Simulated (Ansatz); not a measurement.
W5S11 (cell charge +1, with a compensating background) (cell with a defect)

The calculation's input:

```
crystal:
  lattice:
    - [6.3194333852, -10.9455796982, 0.0]
    - [6.3194333852, 10.9455796982, 0.0]
    - [0.0, 0.0, 16.9394671916]
  atoms:
    - { symbol: S, position: [0.6666666667, 0.0833333333, 0.0], spin: 0.143 }
    - { symbol: W, position: [0.4118259348, 0.0832955733, 0.0] }
    - { symbol: W, position: [0.1673393295, 0.0846786589, 0.0] }
    - { symbol: W, position: [0.9214696385, 0.0832955733, 0.0] }
    - { symbol: W, position: [0.6667044267, 0.3381740652, 0.0] }
    - { symbol: W, position: [0.4164772007, 0.3335227993, 0.0] }
    - { symbol: W, position: [0.1670455986, 0.3335227993, 0.0] }
    - { symbol: W, position: [0.9214696385, 0.3381740652, 0.0] }
    - { symbol: W, position: [0.6653213411, 0.5826606705, 0.0] }
    - { symbol: W, position: [0.4164772007, 0.5829544014, 0.0] }
    - { symbol: W, position: [0.1673393295, 0.5826606705, 0.0] }
    - { symbol: W, position: [0.9165719789, 0.5831439578, 0.0] }
    - { symbol: W, position: [0.6667044267, 0.8285303615, 0.0] }
    - { symbol: W, position: [0.4118259348, 0.8285303615, 0.0] }
    - { symbol: W, position: [0.1668560422, 0.8334280211, 0.0] }
    - { symbol: W, position: [0.9165719789, 0.8334280211, 0.0] }
    - { symbol: S, position: [0.8346968583, 0.1673484291, 0.9113566397], spin: 0.143 }
    - { symbol: S, position: [0.5826515709, 0.1673484291, 0.9113566397], spin: 0.143 }
    - { symbol: S, position: [0.3322675163, 0.1678695027, 0.9061305047] }
    - { symbol: S, position: [0.0856019864, 0.1678695027, 0.9061305047] }
    - { symbol: S, position: [0.8335041072, 0.4170082143, 0.906995229] }
    - { symbol: S, position: [0.5821304973, 0.4177324837, 0.9061305047] }
    - { symbol: S, position: [0.3333333333, 0.4166666667, 0.90697288] }
    - { symbol: S, position: [0.0856019864, 0.4177324837, 0.9061305047] }
    - { symbol: S, position: [0.833123665, 0.6665618325, 0.9071497603] }
    - { symbol: S, position: [0.5821304973, 0.6643980136, 0.9061305047] }
    - { symbol: S, position: [0.3322675163, 0.6643980136, 0.9061305047] }
    - { symbol: S, position: [0.0834381675, 0.6665618325, 0.9071497603] }
    - { symbol: S, position: [0.8335041072, 0.9164958928, 0.906995229] }
    - { symbol: S, position: [0.5826515709, 0.9153031417, 0.9113566397], spin: 0.143 }
    - { symbol: S, position: [0.3329917857, 0.9164958928, 0.906995229] }
    - { symbol: S, position: [0.0834381675, 0.916876335, 0.9071497603] }
    - { symbol: S, position: [0.8346968583, 0.1673484291, 0.0886433603], spin: 0.143 }
    - { symbol: S, position: [0.5826515709, 0.1673484291, 0.0886433603], spin: 0.143 }
    - { symbol: S, position: [0.3322675163, 0.1678695027, 0.0938694953] }
    - { symbol: S, position: [0.0856019864, 0.1678695027, 0.0938694953] }
    - { symbol: S, position: [0.8335041072, 0.4170082143, 0.093004771] }
    - { symbol: S, position: [0.5821304973, 0.4177324837, 0.0938694953] }
    - { symbol: S, position: [0.3333333333, 0.4166666667, 0.09302712] }
    - { symbol: S, position: [0.0856019864, 0.4177324837, 0.0938694953] }
    - { symbol: S, position: [0.833123665, 0.6665618325, 0.0928502397] }
    - { symbol: S, position: [0.5821304973, 0.6643980136, 0.0938694953] }
    - { symbol: S, position: [0.3322675163, 0.6643980136, 0.0938694953] }
    - { symbol: S, position: [0.0834381675, 0.6665618325, 0.0928502397] }
    - { symbol: S, position: [0.8335041072, 0.9164958928, 0.093004771] }
    - { symbol: S, position: [0.5826515709, 0.9153031417, 0.0886433603], spin: 0.143 }
    - { symbol: S, position: [0.3329917857, 0.9164958928, 0.093004771] }
    - { symbol: S, position: [0.0834381675, 0.916876335, 0.0928502397] }
  host:
    lattice:
      - [3.1597166926, 0.0, 0.0]
      - [-1.5798583463, 2.7363949246, 0.0]
      - [0.0, 0.0, 16.9394671916]
    atoms:
      - { symbol: W, position: [0.3333333333, 0.6666666667, 0.0] }
      - { symbol: S, position: [0.6666666667, 0.3333333333, 0.9069626205] }
      - { symbol: S, position: [0.6666666667, 0.3333333333, 0.0930373795] }
total_charge: 1
basis:
  ecutwfc: 420
  xc_grid: 2
kpoints:
  mp_grid: { grid: [2, 2, 2], shift: [0.0, 0.0, 0.0] }
hamiltonian:
  xc: pbe
  dispersion: d3bj
scf:
  occupations: { method: gaussian, width: 0.01 }
output:
  forces: true
  stress: false
  eigenvalues: true
  populations: true
  charged_corrections:
    defect_position: [0.66666667, 0.08333333, 0.0]
    epsilon: [[5.6101, 0.0, 0.0], [0.0, 5.6101, 0.0], [0.0, 0.0, 1.4325]]
  write_density: true
  write_potential: true
  elf: true
  volumetric_format: npy
magnetization:
  spin_polarized: true
relax:
  adjacent_minimum: "off"
  f_tol: 0.025
  max_steps: 45
```

Launched as:

```sh
ansatz run input.yaml --threads 4 --pin off --max-ram 6144MiB --backend cpu --events-out ev --progress --plain --runs-dir out
```

The fields are those of the relaxed geometry.

Spin-polarised.

Level of theory: Ansatz, DFT PBE+D3(BJ), scalar-relativistic, plane waves, PAW.

Core electrons are frozen (PAW), and the valence fields are smoothed inside the atomic spheres.

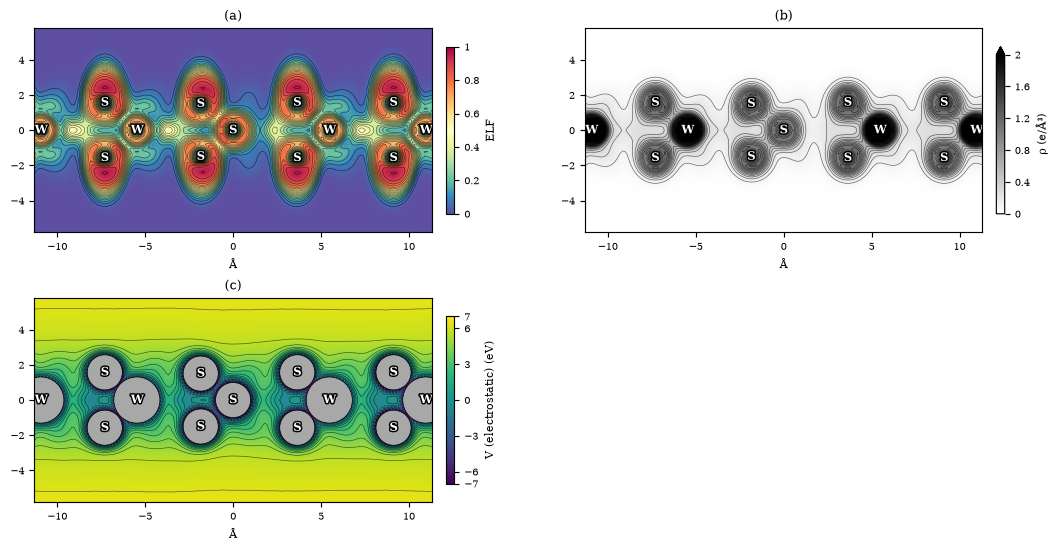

Figure 1. (a) ELF; (b) valence electron density; (c) electrostatic potential (local pseudopotential plus Hartree) felt by an electron on the (110) plane of the calculation cell, a cut from vacuum to vacuum. Grey discs cover the atomic cores in the potential map.

### What does the map show?

- Atoms in the plane: S and W.
- S–S (2.38 Å): ρ is about 0.57 e/Å³ halfway; the ELF peaks at about 0.85 in the valence shell of S, 0.7 Å from its nucleus, and drops to about 0.60 between the two atoms.
- W–S (2.41 Å): ρ is about 0.63 e/Å³ halfway; the ELF peaks at about 0.85 in the valence shell of S, 0.8 Å from its nucleus, and is about 0.50 at the midpoint.
- The density dies away to nearly zero in the vacuum.
- The features right at W lie inside the PAW spheres, where the map follows smoothed inner orbitals and isn't to be read closely.
- Outside the cores the potential energy rises away from the atoms and is highest in the vacuum; its zero is arbitrary.

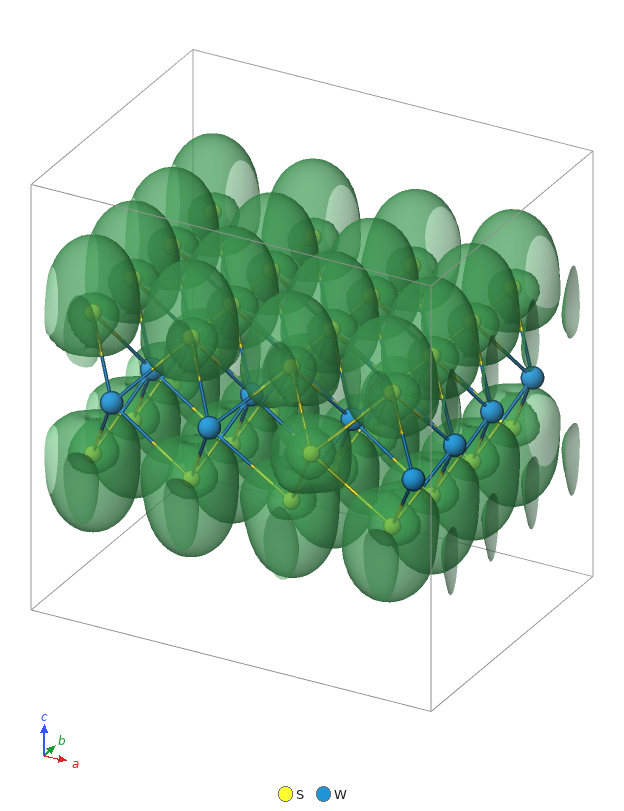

Figure 2. Isosurface of the electron localisation function at 0.7 (green), seen slightly off an axis. Only the valence region is drawn (cores and ρ < 0.01 e/Å³ removed). Sticks mark near contacts.

### Where are the electrons localised?

The surface consists of 33 regions wrapped around S (the valence shell of each), counted in one cell of 48 atoms. Counts are for one cell; the picture repeats the cell along the surface.


 W–S (2.40 Å): the ELF peaks at about 0.85 in the valence shell of S, 0.8 Å from its nucleus, and is about 0.50 at the midpoint.

### Does the calculation give a band gap?

It is metallic or semimetallic at this level of theory: no gap opens.
